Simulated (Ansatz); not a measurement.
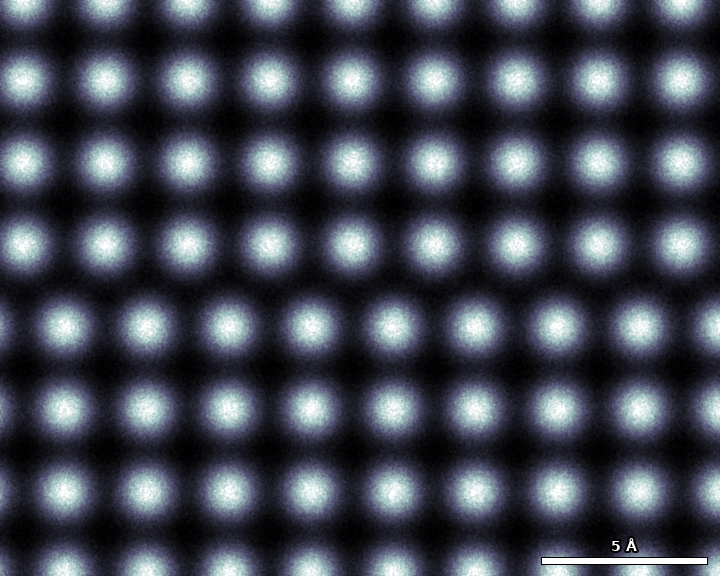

HAADF-like image of Ru (Pm-3m, No. 221) along [001]. The image is simulated as a sum over atoms of Z^1.7, blurred by a 1.30 Å probe (no channelling). Shot noise was added.

One planar defect was built into the perfect crystal by geometry alone, without relaxation. Host structure: the input geometry of a calculation; the starting structure was generated, so it need not be a known form of this composition.

> Where does the periodic pattern break, and how?

A planar fault (a stacking fault) runs horizontally about 9 Å below the top edge. The part above it is shifted along the boundary by 1/2 of the 2.51 Å repeat of the rows (1.3 Å to the right, the same as to the left); both parts keep the same orientation.
